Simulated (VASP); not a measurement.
Run report: FeSi2, geometry relaxation (part 2 of 2)

The same run, continued: FeSi2 (P4/mmm, 3 atoms in the cell); Kohn-Sham DFT of a periodic cell, r2SCAN, VASP PAW PBE potentials, recommended, no spin polarisation (VASP 6.6.1); cutoff 600 eV, 14×14×8 k-mesh, methfessel-paxton of 0.1 eV. The structure derives from an entry of the Crystallography Open Database.

Geometry of the input (Å; fractional positions):
```
2.6815  0.0000  -0.0000
0.0000  2.6815  0.0000
0.0000  0.0000  5.1030
Fe 0.0000  0.0000  0.0000
Si 0.5000  0.5000  0.2714
Si 0.5000  0.5000  0.7286
```

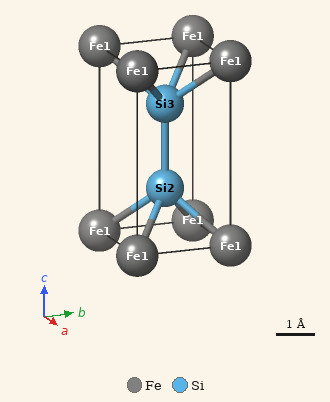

The geometry at step 1 of the log (ball-and-stick view of the cell of the calculation, seen slightly off an axis; atoms are numbered from 1 in the order of the input).

Parts of OUTCAR, continued
```
   k-points           NKPTS =    180   k-points in BZ     NKDIM =    180   number of bands    NBANDS=     12
   number of dos      NEDOS =    301   number of ions     NIONS =      3
   total plane-waves  NPLWV =  24192
   dimension x,y,z NGX =    24 NGY =   24 NGZ =   42
   dimension x,y,z NGXF=    48 NGYF=   48 NGZF=   84
   ions per type =               1   2
   NGX,Y,Z   is equivalent  to a cutoff of  14.88, 14.88, 13.68 a.u.
   NGXF,Y,Z  is equivalent  to a cutoff of  29.76, 29.76, 27.37 a.u.
 SYSTEM =  FeSi2
   PREC   = accura    normal or accurate (medium, high low for compatibility)
   ISTART =      0    job   : 0-new  1-cont  2-samecut
   ICHARG =      2    charge: 1-file 2-atom 10-const
   ISPIN  =      1    spin polarized calculation?
   LNONCOLLINEAR =      F non collinear calculations
   LSORBIT =      F    spin-orbit coupling
   LASPH  =      T    aspherical Exc in radial PAW
   ENCUT  =  600.0 eV  44.10 Ry    6.64 a.u.   5.36  5.36 10.19*2*pi/ulx,y,z
   NELM   =     80;   NELMIN=  2; NELMDL= -5     # of ELM steps
   EDIFF  = 0.1E-06   stopping-criterion for ELM
   LREAL  =      F    real-space projection
   EDIFFG = -.5E-02   stopping-criterion for IOM
   NSW    =     90    number of steps for IOM
   IBRION =      2    ionic relax: 0-MD 1-quasi-New 2-CG
   NFREE  =      1    steps in history (QN), initial steepest desc. (CG)
   ISIF   =      3    stress and relaxation
   ISYM   =      2    0-nonsym 1-usesym 2-fastsym
   POTIM  = 0.5000    time-step for ionic-motion
   TEBEG  =    0.0;   TEEND  =   0.0 temperature during run
   PSTRESS=    0.0 pullay stress
   NELECT =      16.0000    total number of electrons
   NUPDOWN=      -1.0000    fix difference up-down
   EMIN   =  10.00;   EMAX   =-10.00  energy-range for DOS
   EFERMI =   0.00;   METHOD = LEGACY
   ISMEAR =     1;   SIGMA  =   0.10  broadening in eV -4-tet -1-fermi 0-gaus
   EFERMI_NEDOS =   21; number of points for ismear=-14 and -15
   IALGO  =     38    algorithm
   IMIX   =      4    mixing-type and parameters
     AMIX     =   0.40;   BMIX     =  1.00
     AMIX_MAG =   1.60;   BMIX_MAG =  1.00
  volume/ion in A,a.u.               =      12.23        82.54
  Fermi-wavevector in a.u.,A,eV,Ry     =   1.241416  2.345935 20.968111  1.541113
  Thomas-Fermi vector in A             =   2.375814
   LORBIT       =      0    0 simple, 1 ext, 2 COOP (PROOUT), +10 PAW based schemes
   METAGGA = R2SCAN    functional components
   LHFCALC =     F    Hartree Fock is set to
   AEXX    =    0.0000 exact exchange contribution
   IVDW    =     0    specifies the selected vdW correction
   LEPSILON=     F    determine dielectric tensor
   LRPA    =     F    only Hartree local field effects (RPA)
 conjugate gradient relaxation of ions
 non-spin polarized calculation
 Methfessel and Paxton  Order N= 1 SIGMA  =   0.10
  energy-cutoff  :      600.00
  volume of cell :       36.69
 maximum number of plane-waves:      1244
 NGX is ok and might be reduce to    24
   NGX = 11   NGY = 11   NGZ = 21

--------------------------------------- Ionic step        1  -------------------------------------------

 number of electron      15.9999999 magnetization

 Free energy of the ion-electron system (eV)
  ---------------------------------------------------
  ext. energy  EPLUGINS =         0.00000000
  ---------------------------------------------------
  free energy    TOTEN  =       -32.55963013 eV

  energy without entropy =      -32.55952549  energy(sigma->0) =      -32.55959525

------------------------ aborting loop because EDIFF is reached ----------------------------------------

  FORCE on cell =-STRESS in cart. coord.  units (eV):
  Direction    XX          YY          ZZ          XY          YZ          ZX
  --------------------------------------------------------------------------------------
  -------------------------------------------------------------------------------------
  Total       -0.0129379     -0.0129379      0.0174571      0.0000000      0.0000000      0.0000000
  in kB       -0.5649119     -0.5649119      0.7622345      0.0000000      0.0000000      0.0000000
  external PRESSURE =      -0.1225298 kB  Pullay stress =       0.0000000 kB

 VOLUME and BASIS-vectors are now :
 -----------------------------------------------------------------------------
  energy-cutoff  :      600.00
  volume of cell :       36.69
      direct lattice vectors                 reciprocal lattice vectors
     2.681547184  0.000000000  0.000000000     0.372919039  0.000000000  0.000000000
     0.000000000  2.681547184  0.000000000     0.000000000  0.372919039  0.000000000
     0.000000000  0.000000000  5.102957989     0.000000000  0.000000000  0.195964772

 POSITION                                       TOTAL-FORCE (eV/Angst)
 -----------------------------------------------------------------------------------
      0.00000      0.00000      0.00000         0.000000     -0.000000      0.000000
      1.34077      1.34077      1.38499         0.000000     -0.000000      0.004724
      1.34077      1.34077      3.71797         0.000000      0.000000     -0.004724
 -----------------------------------------------------------------------------------
    total drift:                                0.000000     -0.000000      0.000000

  FREE ENERGIE OF THE ION-ELECTRON SYSTEM (eV)
  ---------------------------------------------------
  free  energy   TOTEN  =       -32.5596301305 eV

  energy  without entropy=      -32.5595254857  energy(sigma->0) =      -32.55959525

--------------------------------------- Ionic step        2  -------------------------------------------

 number of electron      15.9999999 magnetization

 Free energy of the ion-electron system (eV)
  ---------------------------------------------------
  ext. energy  EPLUGINS =         0.00000000
  ---------------------------------------------------
  free energy    TOTEN  =       -32.55963540 eV

  energy without entropy =      -32.55952208  energy(sigma->0) =      -32.55959763

 E-fermi :  10.2240     XC(G=0): -12.8360     alpha+bet :-17.2994

 val. band max:       10.2205198639   @ k =   0.3571   0.2857   0.1250
 cond. band min:      10.2356432611   @ k =   0.4286   0.2143   0.0000
 fundamental gap:      0.0151233972
 Fermi energy:        10.2240215527

 k-point     1 :       0.0000    0.0000    0.0000
  band No.  band energies     occupation
      1      -4.6973      2.00000
      2       0.4007      2.00000
      3       1.6179      2.00000
      4       6.4815      2.00000
      5       8.3786      2.00000
      6       8.4522      2.00000
      7       8.4522      2.00000
      8       9.2062      2.00000
      9      14.9483      0.00000
     10      14.9483      0.00000
     11      17.1423      0.00000
     12      17.6068      0.00000

 k-point     2 :       0.0714    0.0000    0.0000
  band No.  band energies     occupation
      1      -4.5873      2.00000
      2       0.4784      2.00000
      3       1.7224      2.00000
      4       6.4735      2.00000
      5       8.3557      2.00000
      6       8.3707      2.00000
      7       8.4723      2.00000
      8       9.1110      2.00000
      9      13.8025      0.00000
     10      15.1004      0.00000
     11      17.2667      0.00000
     12      17.7343      0.00000

 k-point     3 :       0.1429    0.0000    0.0000
  band No.  band energies     occupation
      1      -4.2595      2.00000
      2       0.7075      2.00000
      3       2.0319      2.00000
      4       6.3917      2.00000
      5       8.0836      2.00000
      6       8.3116      2.00000
      7       8.5293      2.00000
      8       8.8623      2.00000
      9      12.1104     -0.00000
     10      15.5270      0.00000
     11      16.2308      0.00000
     12      17.6620      0.00000

 k-point     4 :       0.2143    0.0000    0.0000
  band No.  band energies     occupation
      1      -3.7205      2.00000
      2       1.0748      2.00000
      3       2.5341      2.00000
      4       6.0178      2.00000
      5       7.6761      2.00000
      6       8.1260      2.00000
      7       8.5399      2.00000
      8       8.6130      2.00000
      9      10.8782     -0.00000
     10      14.7663      0.00000
     11      16.1659      0.00000
     12      16.8228      0.00000

 k-point     5 :       0.2857    0.0000    0.0000
  band No.  band energies     occupation
      1      -2.9830      2.00000
      2       1.5531      2.00000
      3       3.2047      2.00000
      4       5.0766      2.00000
      5       7.1774      2.00000
      6       7.8692      2.00000
      7       8.2197      2.00000
      8       8.7080      2.00000
      9      10.3585     -0.06719
     10      13.4895      0.00000
     11      15.1252      0.00000
     12      16.9608      0.00000

 [... the levels of 18 k-points are left out ...]

 k-point    24 :       0.3571    0.2143    0.0000
  band No.  band energies     occupation
      1      -1.2089      2.00000
      2       2.7684      2.00000
      3       4.1445      2.00000
      4       4.7658      2.00000
      5       6.1927      2.00000
      6       7.4977      2.00000
      7       8.0182      2.00000
      8       9.4664      2.00000
      9      10.1949      1.46995
     10      12.8739      0.00000
     11      12.9645      0.00000
     12      14.4208      0.00000

 [... further k-points ...]

------------------------ aborting loop because EDIFF is reached ----------------------------------------

  FORCE on cell =-STRESS in cart. coord.  units (eV):
  Direction    XX          YY          ZZ          XY          YZ          ZX
  --------------------------------------------------------------------------------------
  -------------------------------------------------------------------------------------
  Total        0.0015756      0.0015756     -0.0032897      0.0000000      0.0000000      0.0000000
  in kB        0.0688052      0.0688052     -0.1436604      0.0000000      0.0000000      0.0000000
  external PRESSURE =      -0.0020166 kB  Pullay stress =       0.0000000 kB

 VOLUME and BASIS-vectors are now :
 -----------------------------------------------------------------------------
  energy-cutoff  :      600.00
  volume of cell :       36.69
      direct lattice vectors                 reciprocal lattice vectors
     2.680989281  0.000000000  0.000000000     0.372996642  0.000000000 -0.000000000
     0.000000000  2.680989281  0.000000000     0.000000000  0.372996642  0.000000000
     0.000000000  0.000000000  5.104390516    -0.000000000  0.000000000  0.195909776

 POSITION                                       TOTAL-FORCE (eV/Angst)
 -----------------------------------------------------------------------------------
      0.00000      2.68099      0.00000        -0.000000      0.000000      0.000000
      1.34049      1.34049      1.38561         0.000000      0.000000      0.000515
      1.34049      1.34049      3.71878        -0.000000     -0.000000     -0.000515
 -----------------------------------------------------------------------------------
    total drift:                               -0.000000      0.000000     -0.000000

  FREE ENERGIE OF THE ION-ELECTRON SYSTEM (eV)
  ---------------------------------------------------
  free  energy   TOTEN  =       -32.5596354002 eV

  energy  without entropy=      -32.5595220846  energy(sigma->0) =      -32.55959763

 reached required accuracy - stopping structural energy minimisation
```

CONTCAR
```
FeSi2
   1.00000000000000
     2.6809892814708758    0.0000000000000000    0.0000000000000000
     0.0000000000000000    2.6809892814708758    0.0000000000000000
     0.0000000000000000    0.0000000000000000    5.1043905156100431
  Fe              Si
     1     2
Direct
     0.0000000000000000    1.0000000000000000    0.0000000000000000
     0.5000000000000000    0.5000000000000000    0.2714542426396783
     0.5000000000000000    0.5000000000000000    0.7285457573603217

  0.00000000E+00  0.00000000E+00  0.00000000E+00
  0.00000000E+00  0.00000000E+00  0.00000000E+00
  0.00000000E+00  0.00000000E+00  0.00000000E+00
```

Trajectory as extended XYZ (Å, eV, eV/Å), 2 frames, from step=0 to step=1
```
3
Lattice="2.6815 0.0000 0.0000 0.0000 2.6815 0.0000 0.0000 0.0000 5.1030" Properties=species:S:1:pos:R:3:forces:R:3 step=0 energy=-32.55963
Fe    0.0000    0.0000    0.0000    0.0000   0.0000   0.0000
Si    1.3408    1.3408    1.3850    0.0000   0.0000   0.0047
Si    1.3408    1.3408    3.7180    0.0000   0.0000  -0.0047
3
Lattice="2.6810 0.0000 0.0000 0.0000 2.6810 0.0000 0.0000 0.0000 5.1044" Properties=species:S:1:pos:R:3:forces:R:3 step=1 energy=-32.55964
Fe    0.0000    2.6810    0.0000    0.0000   0.0000   0.0000
Si    1.3405    1.3405    1.3856    0.0000   0.0000   0.0005
Si    1.3405    1.3405    3.7188    0.0000   0.0000  -0.0005
```
